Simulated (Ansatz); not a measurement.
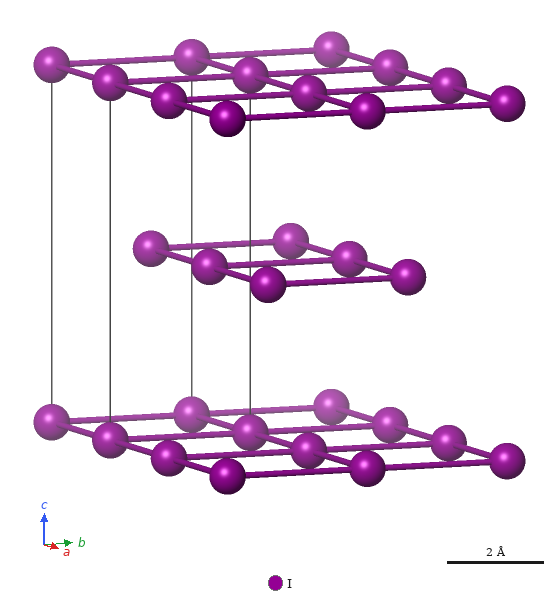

The starting point is crystalline I (set up in Fmmm). Style: ball-and-stick. Shown: the larger cell on standard axes (2 times the calculation's cell), repeated 3 × 2 × 1 with one cell outlined, slightly off an axis.

Computed with Ansatz, DFT PBEsol, scalar-relativistic, plane waves, PAW. (plane-wave cutoff 420 eV; k-point mesh 14 × 14 × 14; occupations gaussian; smearing width 0.1 eV; no spin polarisation)

Now this is done to it. The volume is changed by −3.0 %. The cell's shape and the atoms are relaxed at that volume.

> Predict the response.

It costs 1.1 meV per atom. Pressure: 0.0 GPa before, 0.3 GPa after. Both are metals. The drawn cell changes as follows: a = b 3.173 → 3.164 Å (−0.3 %), c 7.536 → 7.353 Å (−2.4 %); the volume changes by −3.0 %. The atoms keep their places relative to the cell (all moves are under 0.005 Å). Some distances before and after: I–I 3.173 → 3.164 Å. The space group stays Fmmm (No. 69).

Drawn alike, the variant:

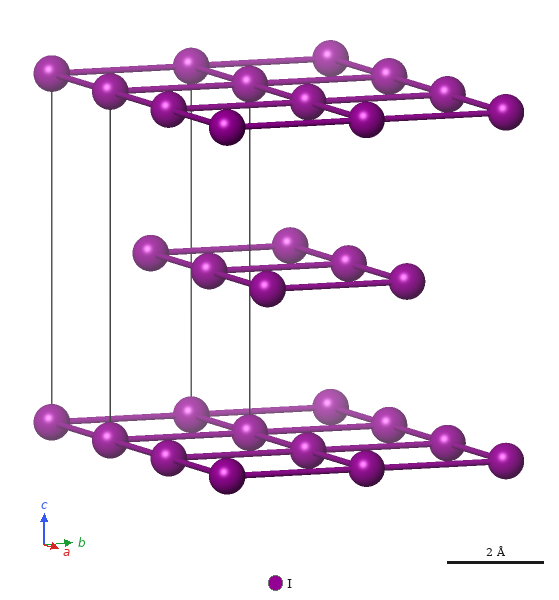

Limits of the set-up: an odd number of electrons was run without spin polarisation, which fails if the electron would localise; layers or molecules are held without a dispersion correction, so their spacing is unreliable.
